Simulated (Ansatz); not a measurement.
# What a change does: single-point calculation on AlN

System: AlN (Imm2, 2 atoms in the cell).
Method of run 1: DFT PBEsol, scalar-relativistic, plane waves, PAW, PAW set soft_1, no spin polarisation (Ansatz 0.2.0).

The structure derives from a Materials Project entry. Text and figures count atoms from 1; the logs count them from 0 in places.

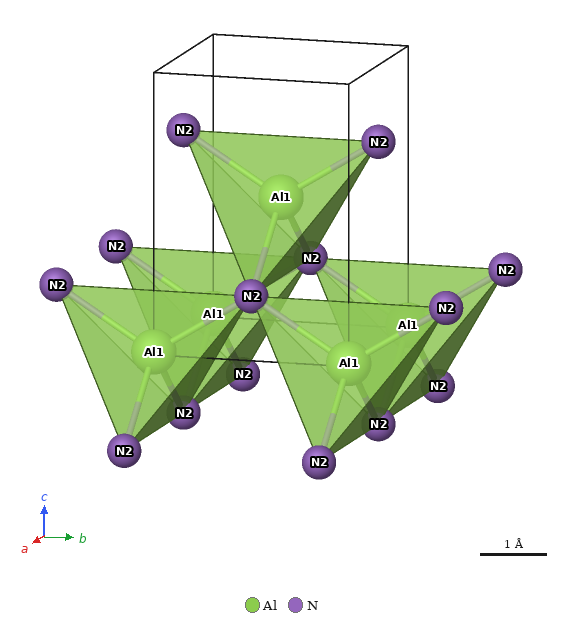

Fig. 1: The structure as given in the input (polyhedral view of the cell 2 times as large as that of the calculation, set on its symmetry axes, seen slightly off an axis; polyhedra are completed across the faces of the cell; atoms are numbered from 1 in the order of the input).

### Input file, run 1
```yaml
crystal:
  lattice:
    - [0.0, 2.1886566781, 2.1886566781]
    - [2.1886566781, 0.0, 2.1886566781]
    - [2.1886566781, 2.1886566781, 0.0]
  atoms:
    - { symbol: Al, position: [-0.0112666392, 0.0112666392, 0.0112666392] }
    - { symbol: "N", position: [0.77170281, 0.72829719, 0.72829719] }
basis:
  ecutwfc: 520.0
kpoints:
  mp_grid: { grid: [10, 10, 10] }
hamiltonian:
  xc: pbesol
  pseudopotentials: { kind: paw, azcp: { folder: soft_1 } }
scf:
  occupations: { method: gaussian, width: 0.05 }
output:
  forces: true
  stress: true
  eigenvalues: true
```

Launched with:
```bash
ansatz run input.yaml --threads 1 --pin off --max-ram 2048MiB --backend cpu --events-out ev --progress --plain --runs-dir out
```

Hardware: 1 thread of Intel Xeon (Granite Rapids), 32 GiB of memory available, shared host.

### Output, shortened to warnings, some set-up lines, iterations and results (run 1)
```
Warning: [file] the record states the generating functional pbe (its physics header spells it `PBE`), which answers neither for hamiltonian.xc's functional nor for the pbesol family's — results may be inconsistent (PPs are generated against a specific XC)
Warning: [file] the record states the generating functional pbe (its physics header spells it `PBE`), which answers neither for hamiltonian.xc's functional nor for the pbesol family's — results may be inconsistent (PPs are generated against a specific XC)
Basis set: ecut = 520 eV, 537 PW (Γ), exchange–correlation on 48×48×48 points (8 copies of the dense FFT grid, shifted against one another)
Symmetry: 4 space group operations
k-points: 171 of 1000 (time reversal used)
Initial density: superposition of atomic densities (chi_scale 0.1, normalization cell, long waves kept (reshape's long-wave potential 0.00 eV rms))
[...]
SCF iter   1: F=—  HF=-907.170250 eV  |F-HF|=—  |Δ(HF+E_count)|=         —  Δρ=1.32e-1  dr2=4.52e0  ethr=3.10e-3  ⟨swp⟩=4.3  Hψ=9884  notcnv=0
SCF iter   2: F=—  HF=-905.996069 eV  |F-HF|=—  |Δ(HF+E_count)|=    1.17e0  Δρ=7.54e-2  dr2=7.19e-1  ethr=3.10e-3  ⟨swp⟩=3.0  Hψ=4590  notcnv=0
SCF iter   3: F=—  HF=-905.787882 eV  |F-HF|=—  |Δ(HF+E_count)|=   2.08e-1  Δρ=2.26e-2  dr2=5.37e-2  ethr=3.10e-3  ⟨swp⟩=2.3  Hψ=3263  notcnv=0
SCF iter   4: F=—  HF=-905.773279 eV  |F-HF|=—  |Δ(HF+E_count)|=   1.46e-2  Δρ=1.07e-3  dr2=1.22e-4  ethr=6.72e-4  ⟨swp⟩=2.0  Hψ=2261  notcnv=0
SCF iter   5: F=—  HF=-905.773240 eV  |F-HF|=—  |Δ(HF+E_count)|=   3.88e-5  Δρ=3.25e-4  dr2=6.06e-6  ethr=1.53e-6  ⟨swp⟩=2.2  Hψ=1985  notcnv=0
SCF iter   6: F=—  HF=-905.773231 eV  |F-HF|=—  |Δ(HF+E_count)|=   8.50e-6  Δρ=5.86e-5  dr2=3.50e-7  ethr=7.58e-8  ⟨swp⟩=2.3  Hψ=1939  notcnv=0
SCF iter   7: F=-905.773231 eV  HF=-905.773231 eV  |F-HF|=3.82e-10  |Δ(HF+E_count)|=   1.08e-7  Δρ=7.02e-6  dr2=4.99e-9  ethr=1.25e-9  ⟨swp⟩=5.1  Hψ=6737  notcnv=0
SCF 1 converged in 7 iterations: F = -905.773231 eV  dr2 = 4.99e-9
SCF converged after 7 iterations
Free energy (F): -905.773231 eV
Harris-Foulkes:  -905.773231 eV  (|F-HF|=3.82e-10)
Internal energy: -905.773231 eV  (E = F + TS)
E sigma→0 (E₀):  -905.773231 eV
Fermi energy:    8.558768 eV
--- Per-component energies (eV) ---
  E_band       = 14.015592
  E_kinetic    = 155.961776
  E_local      = -209.505937  (includes V_loc(G=0)·N_el)
  E_nonlocal   = 45.110878
  E_hartree    = 76.539480
  E_xc         = -97.941179
  E_vxc        = -106.421689  (∫ρ·V_xc dr)
  E_paw        = -580.457408  (= ΣΔE_a)
  E_vpaw       = -24.208800  (= ΣTr[D̂ρ^β])
  E_aug_tail   = -0.000028  (compensation charges beyond the density's cutoff)
  E_ewald      = -295.528051
  E_core_change = 0.047238  (= ΣΔE_core)
  E_smearing   = -0.000000  (= −TS)
  E_closure    = 0.000000  (closes the sum)
  Σ components = -905.773231   (vs F -905.773231, Δ=0.00e0)
--- Forces (eV/Å), atoms counted from 1 ---
  atom   1  Al    -2.01999352     0.00000000    -0.00000000
  atom   2  N      2.01995356    -0.00000000     0.00000000
  max |Σ_I F_I| component: 4.00e-5 eV/Å
--- Stress (GPa, compression-positive) ---
       -0.130340       0.000000      -0.000000
        0.000000       3.835220     -10.109585
       -0.000000     -10.109585       3.835220
  P = ⅓ Tr σ = 2.5134 GPa (25.134 kbar)
```

The input of run 2 differs as follows (lines with − go, lines with + come):
```diff
-    - { symbol: Al, position: [-0.0112666392, 0.0112666392, 0.0112666392] }
-    - { symbol: "N", position: [0.77170281, 0.72829719, 0.72829719] }
+    - { symbol: Al, position: [-0.0067599835, 0.0067599835, 0.0067599835] }
+    - { symbol: "N", position: [0.763021686, 0.736978314, 0.736978314] }
```

How does run 2 compare with run 1?

With the same functional and potentials, run 2 lies 47.0 meV per atom lower. The gap on the mesh goes from 2.82 to 2.97 eV. The pressure goes from 2.51 to 0.91 GPa. The largest force goes from 2.020 to 1.229 eV/Å. The number of SCF iterations is the same.

### Output, shortened to warnings, some set-up lines, iterations and results (run 2)
```
Warning: [file] the record states the generating functional pbe (its physics header spells it `PBE`), which answers neither for hamiltonian.xc's functional nor for the pbesol family's — results may be inconsistent (PPs are generated against a specific XC)
Warning: [file] the record states the generating functional pbe (its physics header spells it `PBE`), which answers neither for hamiltonian.xc's functional nor for the pbesol family's — results may be inconsistent (PPs are generated against a specific XC)
Basis set: ecut = 520 eV, 537 PW (Γ), exchange–correlation on 48×48×48 points (8 copies of the dense FFT grid, shifted against one another)
Symmetry: 4 space group operations
k-points: 171 of 1000 (time reversal used)
Initial density: superposition of atomic densities (chi_scale 0.1, normalization cell, long waves kept (reshape's long-wave potential 0.00 eV rms))
[...]
SCF iter   1: F=—  HF=-907.230453 eV  |F-HF|=—  |Δ(HF+E_count)|=         —  Δρ=1.31e-1  dr2=4.42e0  ethr=3.10e-3  ⟨swp⟩=4.3  Hψ=9875  notcnv=0
SCF iter   2: F=—  HF=-906.084639 eV  |F-HF|=—  |Δ(HF+E_count)|=    1.15e0  Δρ=7.47e-2  dr2=7.03e-1  ethr=3.10e-3  ⟨swp⟩=3.0  Hψ=4579  notcnv=0
SCF iter   3: F=—  HF=-905.881427 eV  |F-HF|=—  |Δ(HF+E_count)|=   2.03e-1  Δρ=2.24e-2  dr2=5.32e-2  ethr=3.10e-3  ⟨swp⟩=2.3  Hψ=3238  notcnv=0
SCF iter   4: F=—  HF=-905.867207 eV  |F-HF|=—  |Δ(HF+E_count)|=   1.42e-2  Δρ=1.08e-3  dr2=1.24e-4  ethr=6.65e-4  ⟨swp⟩=2.0  Hψ=2276  notcnv=0
SCF iter   5: F=—  HF=-905.867165 eV  |F-HF|=—  |Δ(HF+E_count)|=   4.16e-5  Δρ=3.16e-4  dr2=5.61e-6  ethr=1.55e-6  ⟨swp⟩=2.3  Hψ=2000  notcnv=0
SCF iter   6: F=—  HF=-905.867158 eV  |F-HF|=—  |Δ(HF+E_count)|=   7.57e-6  Δρ=3.95e-5  dr2=1.77e-7  ethr=7.01e-8  ⟨swp⟩=2.7  Hψ=1999  notcnv=0
SCF iter   7: F=-905.867158 eV  HF=-905.867158 eV  |F-HF|=5.16e-10  |Δ(HF+E_count)|=   4.14e-8  Δρ=5.61e-6  dr2=3.02e-9  ethr=1.25e-9  ⟨swp⟩=4.8  Hψ=5832  notcnv=0
SCF 1 converged in 7 iterations: F = -905.867158 eV  dr2 = 3.02e-9
SCF converged after 7 iterations
Free energy (F): -905.867158 eV
Harris-Foulkes:  -905.867158 eV  (|F-HF|=5.16e-10)
Internal energy: -905.867158 eV  (E = F + TS)
E sigma→0 (E₀):  -905.867158 eV
Fermi energy:    8.499521 eV
--- Per-component energies (eV) ---
  E_band       = 14.041219
  E_kinetic    = 155.812241
  E_local      = -208.973582  (includes V_loc(G=0)·N_el)
  E_nonlocal   = 45.007457
  E_hartree    = 76.372594
  E_xc         = -97.915749
  E_vxc        = -106.395646  (∫ρ·V_xc dr)
  E_paw        = -580.406723  (= ΣΔE_a)
  E_vpaw       = -24.154707  (= ΣTr[D̂ρ^β])
  E_aug_tail   = -0.000030  (compensation charges beyond the density's cutoff)
  E_ewald      = -295.810603
  E_core_change = 0.047238  (= ΣΔE_core)
  E_smearing   = -0.000000  (= −TS)
  E_closure    = -0.000000  (closes the sum)
  Σ components = -905.867158   (vs F -905.867158, Δ=0.00e0)
--- Forces (eV/Å), atoms counted from 1 ---
  atom   1  Al    -1.22862449     0.00000000    -0.00000000
  atom   2  N      1.22860849    -0.00000000     0.00000000
  max |Σ_I F_I| component: 1.60e-5 eV/Å
--- Stress (GPa, compression-positive) ---
       -0.037541       0.000000      -0.000000
        0.000000       1.389963      -5.951504
       -0.000000      -5.951504       1.389963
  P = ⅓ Tr σ = 0.9141 GPa (9.141 kbar)
```

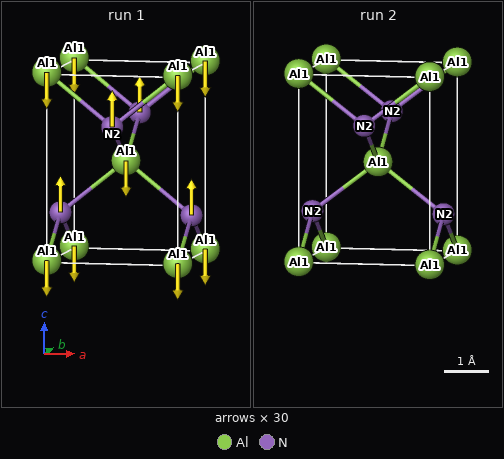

Fig. 2: The two input geometries at one scale (ball-and-stick view of the cell 2 times as large as that of the calculation, set on its symmetry axes, seen slightly off an axis). The yellow arrows on the first give the shifts of the atoms relative to the cell, with their mean removed, magnified 30 times. The largest moves, 0.029 Å, are those of Al1 and N2. Largest moves by element: Al 0.029 Å, N 0.029 Å. (The mean shift of all atoms is removed.) The cell doesn't change. Among the contacts that change: Al1–N2 1.982 → 1.947 Å.

### The two runs side by side

| quantity | run 1 | run 2 |
| --- | --- | --- |
| outcome | converged | converged |
| free energy per atom (eV) | −452.8866 | −452.9336 |
| gap on the mesh (eV) | 2.82 | 2.97 |
| pressure (GPa) | 2.51 | 0.91 |
| largest force (eV/Å) | 2.020 | 1.229 |
| SCF iterations | 7 | 7 |
| irreducible k-points | 171 | 171 |
| plane waves at Γ | 537 | 537 |
| wall time (shared host) | 2 s | 1.9 s |

For both runs: Warnings: the PAW datasets were made with another functional.
